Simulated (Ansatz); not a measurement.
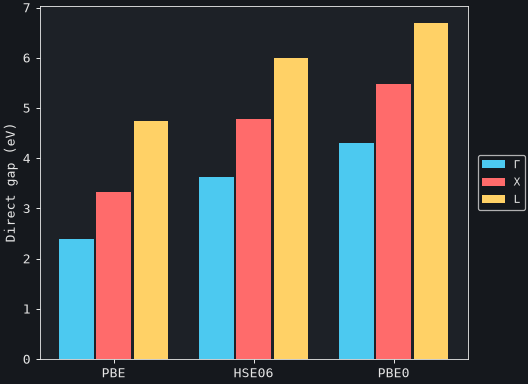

Direct gap at each named k point, by several methods on one cell of rocksalt GaN, space group Fm-3m (No. 225), 2 atoms in the primitive cell; cubic a = 4.270 Å. All runs are without spin-orbit coupling and carry no moments. The smallest gap is indirect or lies off these points.

> How do the methods rank at Γ?

From low to high: PBE 2.38, HSE06 3.62, PBE0 4.30 eV.

| method | program | Γ (eV) | X (eV) | L (eV) |
| --- | --- | --- | --- | --- |
| PBE | Ansatz (PAW made for the crystal) | 2.38 | 3.33 | 4.74 |
| HSE06 | Ansatz | 3.62 | 4.78 | 5.99 |
| PBE0 | Ansatz | 4.30 | 5.48 | 6.70 |

Settings. PBE: PAW data sets made for the crystal, 8×8×8 k mesh, Fermi-Dirac smearing of 0.05 eV (Ansatz 0.2.0). HSE06: Ansatz PAW, 8×8×8 k mesh, 420 eV cutoff, Fermi-Dirac smearing of 0.05 eV (Ansatz 0.2.0). PBE0: Ansatz PAW, 8×8×8 k mesh, 420 eV cutoff, Fermi-Dirac smearing of 0.05 eV (Ansatz 0.2.0).

These are three of the 14 methods that were run on this cell. The runs come from different bases, which adds differences of its own. The usual form of GaN is wurtzite. HSE06 and PBE0: the k mesh is thin for exact exchange. HSE06 and PBE0: the PAW data sets were made with another functional. LDA, GGA and most meta-GGA functionals understate gaps. Over all k points computed the smallest gap is 0.43 eV in PBE, 1.63 eV in HSE06 and 2.32 eV in PBE0.
